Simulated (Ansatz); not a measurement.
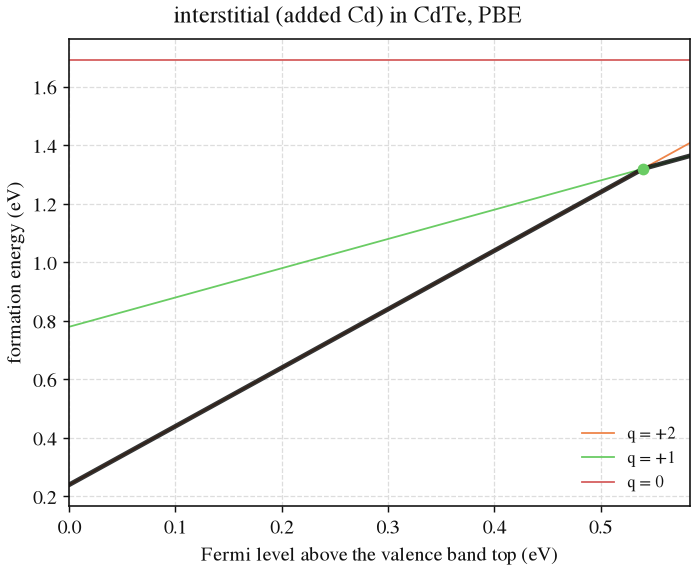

**Figure.** Formation energy of each charge state against the Fermi level for interstitial (added Cd) in CdTe. The thick line follows the lowest charge state; the axis spans the host's computed gap.

The stable charge changes at 0.54 eV (+2/+1) above the valence band top. The lowest state is +2 at the valence band top, +2 at mid-gap and +1 at the conduction band bottom, 0.58 eV higher. With the Fermi level at mid-gap the formation energy is 0.8 eV against the elements' standard states.

How it was computed, with Ansatz 0.2.0: charge states of a point defect in a periodic supercell, each relaxed, energies over the elements' standard states with the Fermi level at the host's valence band top, point-charge and potential alignment terms added, no band filling term, levels over that top; plane waves with PAW datasets; energies extrapolated to zero smearing. Level: PBE, allowed.

```tsv
setting	value
host atoms in supercell	32
wave cutoff	420 eV
k mesh	2×2×2
occupations	Gaussian
smearing width	0.01 eV
k shift	(0.5, 0.5, 0.5) (mesh steps)
start displacement	0 Å
defect kind	interstitial
added element	Cd
defect place	(0.75, 0.75, 0.75) (fraction of the host cell vector)
host gap	0.584 eV
static dielectric xx yy zz	(12.6, 12.6, 12.6)
```

Cell as given: a = 4.680 Å, b = 4.680 Å, c = 4.680 Å, α = 60.00°, β = 60.00°, γ = 60.00°; 2 atoms.

Limits of the calculation: charged cell in a neutralising background; coarse k mesh; fractional moment from partly filled bands; narrow smearing for a metal; small supercell; symmetry that the supercell leaves at the site kept.
